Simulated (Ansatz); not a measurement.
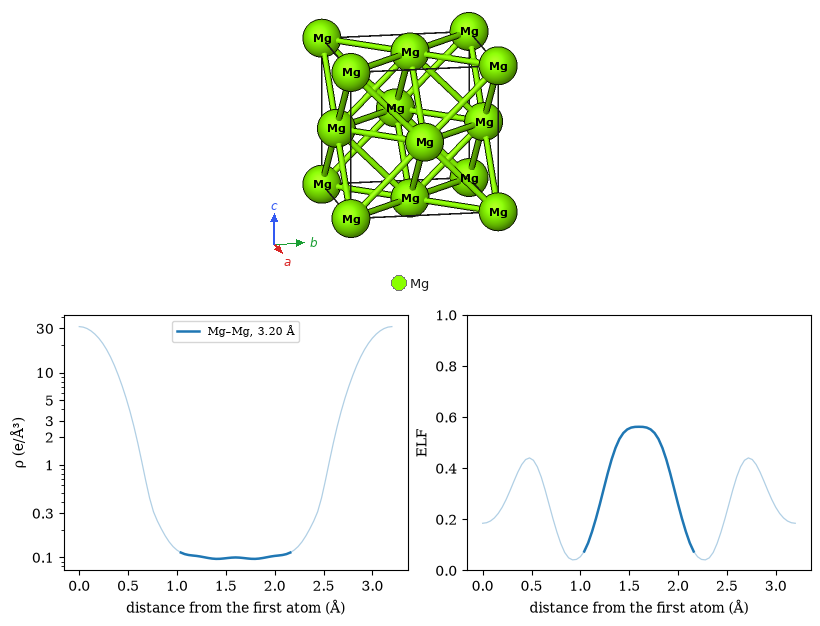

*Mg. Valence electron density and electron localisation function along straight lines between neighbouring atoms. Thin, pale parts lie inside the atomic spheres. The structure is drawn too.*

Space group Fm-3m; a structure from a database of computed crystals, not necessarily the ambient phase.

All numbers below come from Ansatz 0.2.0, DFT PBE, scalar-relativistic, plane waves, PAW.

The density is the valence pseudo-density of a PAW calculation; it isn't the true density close to the nuclei.

Question: What can be read from the curves?

Answer: Mg–Mg (3.20 Å): ρ is about 0.1 e/Å³ halfway; the ELF reaches about 0.55 near the midpoint.
